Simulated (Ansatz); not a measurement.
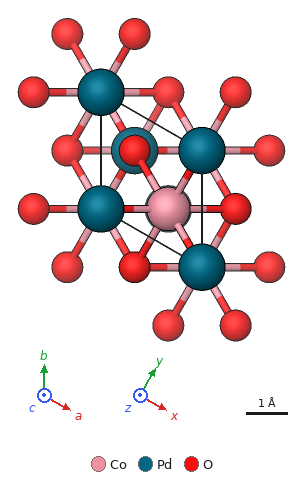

A crystal of CoPdO$_{2}$ (R-3m): the cell is strained equally along x and y, with the atoms kept at their fractional coordinates. x, y and z are the Cartesian axes of the input. The picture shows the reference cell. A ball-and-stick model of the conventional cell (3 times the calculation's cell), seen along the c axis. Lengths and directions refer to the drawn axes.

Theory: DFT PBE, scalar-relativistic, plane waves, PAW (Ansatz 0.2.0). (plane-wave cutoff 420 eV; k-point mesh 18 × 18 × 18; occupations gaussian; smearing width 0.15 eV; no spin polarisation). Energies (free energies at the smearing named) are counted from the relaxed crystal.

```xyz
4
Lattice="1.4311 0.8262 5.9456 -1.4311 0.8262 5.9456 0.0000 -1.6524 5.9456" Properties=species:S:1:pos:R:3 pbc="T T T"
Co    0.0000    0.0000    8.9184
Pd    1.4311   -0.8262   11.8911
O     0.0000    0.0000    2.0127
O     0.0000    0.0000   15.8240
```

Question: What energies does the calculation give (the strain: −0.020, −0.015, −0.010, 0.000, 0.005, 0.015, 0.020)?

Answer:
```csv
strain,ΔE (meV/atom)
−0.020,13.0
−0.015,7.2
−0.010,3.2
0.000,0.0
0.005,0.7
0.015,6.4
0.020,11.3
```

The lowest computed point lies at the strain 0.00 (0.0 meV/atom). The end points stand at 13.0 meV/atom (−0.02) and 11.3 meV/atom (0.02). The curvature at zero strain, (1/V) d²E/dε², is about 920 GPa; it is C₁₁ + C₂₂ + 2C₁₂ with clamped ions. The distortion keeps the space group R-3m. At the strain −0.02 the cell of the drawing goes a 2.862 → 2.805 Å, b 2.862 → 2.805 Å.

The computed profile:

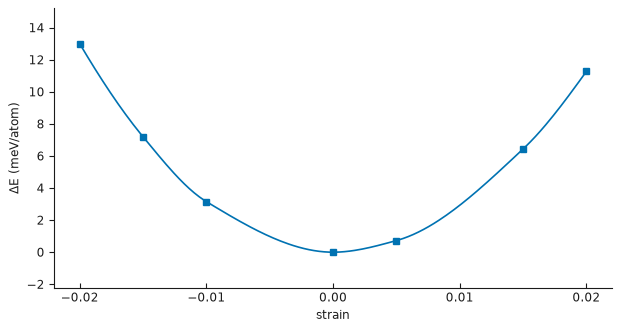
